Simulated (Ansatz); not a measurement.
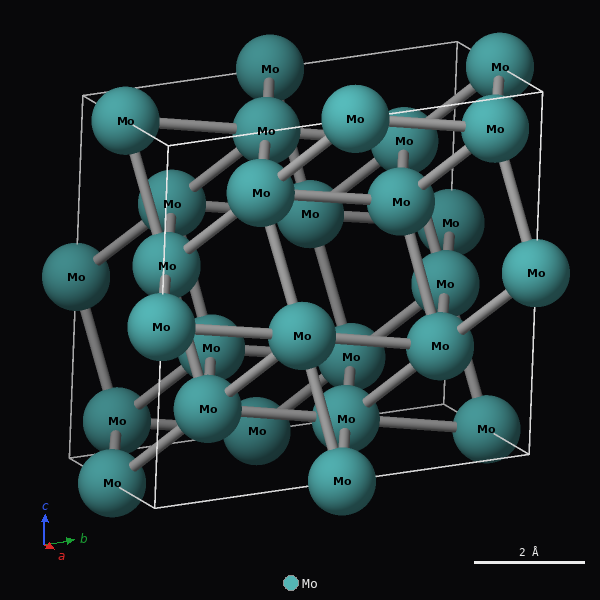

Crystal structure, ball-and-stick style, seen slightly off an axis. Lines trace the edges of the supercell. The host is Mo, in a cell of 20 sites, and the cell is neutral.

Question: Which defect is modelled here, and what are its neighbours?

Answer: A molybdenum vacancy. Around the empty site lie 14 Mo at about 2.7 to 3.1 Å.

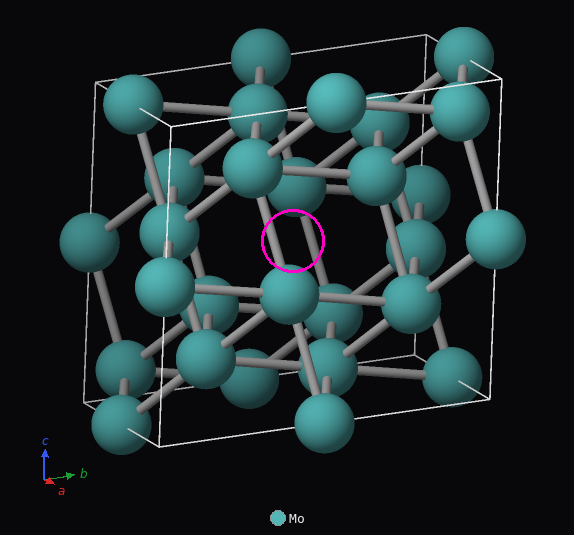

The same cell with a ring at the defect's site.

The atoms were relaxed in the host's cell with Ansatz 0.2.0, DFT PBE, scalar-relativistic, plane waves, PAW.
